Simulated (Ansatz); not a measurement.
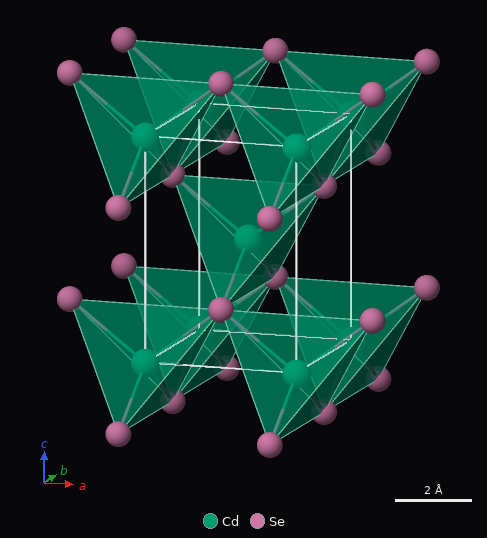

We look at a polyhedral model of the crystal slightly off an axis. The box is the conventional unit cell; atoms on or close to its faces, edges and corners are drawn wherever they repeat. Some neighbours outside the box are added.

CdSe, space group Imm2 (No. 44), a = 4.248 Å, b = 4.429 Å, c = 6.136 Å, α = 90.00°, β = 90.00°, γ = 90.00°. It goes back to a structure type filled with these elements by a generator (whether the compound takes this form wasn't checked). The cell was then strained or its atoms displaced on purpose. It went into a calculation with Ansatz.

This one geometry was computed with Ansatz (DFT, plane waves, PAW) at three levels of theory: HSE06, PBE and r2SCAN. It was relaxed with r2SCAN and then strained.

How does the band gap change with the level of theory?

PBE: a gap of 0.46 eV, direct; r2SCAN: a gap of 0.93 eV, direct; HSE06: a gap of 1.37 eV, direct.

Collect the results in a table.

| level | cutoff (eV) | k-mesh of the run's cell | gap (eV) | pressure (GPa) |
| --- | --- | --- | --- | --- |
| HSE06 | 420 | 6×6×6 | 1.37 | 0.2 |
| PBE | 420 | 8×8×8 | 0.46 | 1.4 |
| r2SCAN | 500 | 8×8×8 | 0.93 | -0.1 |

Gaps are taken on the k-mesh or band path of each run.
